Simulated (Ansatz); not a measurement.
LiF (Fm-3m): refractive index against wavelength

The refractive index of LiF (Fm-3m) below the direct gap (9.09 eV on the mesh) is read from one computed spectrum, n = √(Re ε).

The structure is cubic, space group Fm-3m (No. 225). The conventional cell has a = 4.028 Å, b = 4.028 Å, c = 4.028 Å, α = 90.00°, β = 90.00°, γ = 90.00°. F on site b has 6 Li at 2.01 Å as nearest neighbours. Around Li on site a lie 6 F at 2.01 Å.

Method: Ansatz 0.2.0, PBE, independent particles, k-mesh 14×14×14 with interpolation inside its cells, Gaussian parameter 0.15 eV.

Launch of the response step: `ansatz run input.yaml --threads 4 --pin off --max-ram 8192MiB --backend cpu --events-out ev --progress --plain --runs-dir out`. The run took 2 s, on 4 threads of Arm Neoverse V2, on a shared host.

| wavelength (nm) | photon energy E (eV) | n |
| --- | --- | --- |
| 532 | 2.331 | 1.4535 |
| 450 | 2.755 | 1.4572 |
| 405 | 3.061 | 1.4603 |
| 365 | 3.397 | 1.4642 |
| 308 | 4.025 | 1.4730 |
| 266 | 4.661 | 1.4841 |
| 248 | 4.999 | ? |

In the single-oscillator model n² − 1 = E₀E_d/(E₀² − E²), so 1/(n² − 1) = E₀/E_d − E²/(E₀E_d) is linear in E².

Working, on the rows shown:

| x = E² (eV²) | y = 1/(n² − 1) |
| --- | --- |
| 5.43137 | 0.898745 |
| 7.59115 | 0.89013 |
| 9.37179 | 0.883021 |
| 11.5384 | 0.874216 |
| 16.2043 | 0.854899 |
| 21.7255 | 0.831564 |

Means: x̄ = 11.977, ȳ = 0.8721. Σ(x − x̄)(y − ȳ) = -0.7507, Σ(x − x̄)² = 182. Slope = -0.7507 / 182 = -0.004126; intercept = ȳ − slope · x̄ = 0.92151. Turned back into n, the line misses the rows shown by at most 0.00015.

Question: Fill in the last column of the withheld row.

Answer: At x = 24.994 the line gives y = 0.81839, that is 1.4906. The run gave 1.4911, so the extrapolation is off by 0.00049, 1.3 % of the range in the table.

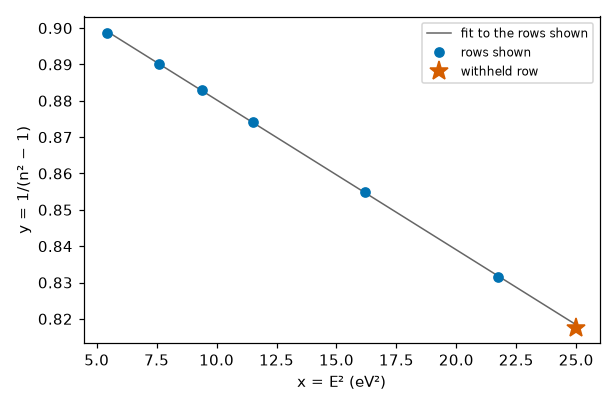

Refitted with all rows, the slope is -0.004159 and the intercept 0.92183. These give E₀ = √(intercept/−slope) = 14.89 eV and E_d = E₀/intercept = 16.1 eV; E₀ is 1.6 times the direct gap. The electronic limit at long wavelengths, without lattice vibrations, is n = √(1 + 1/intercept) = 1.444. Excitons are left out and so are local fields; PBE gaps are as a rule too small.
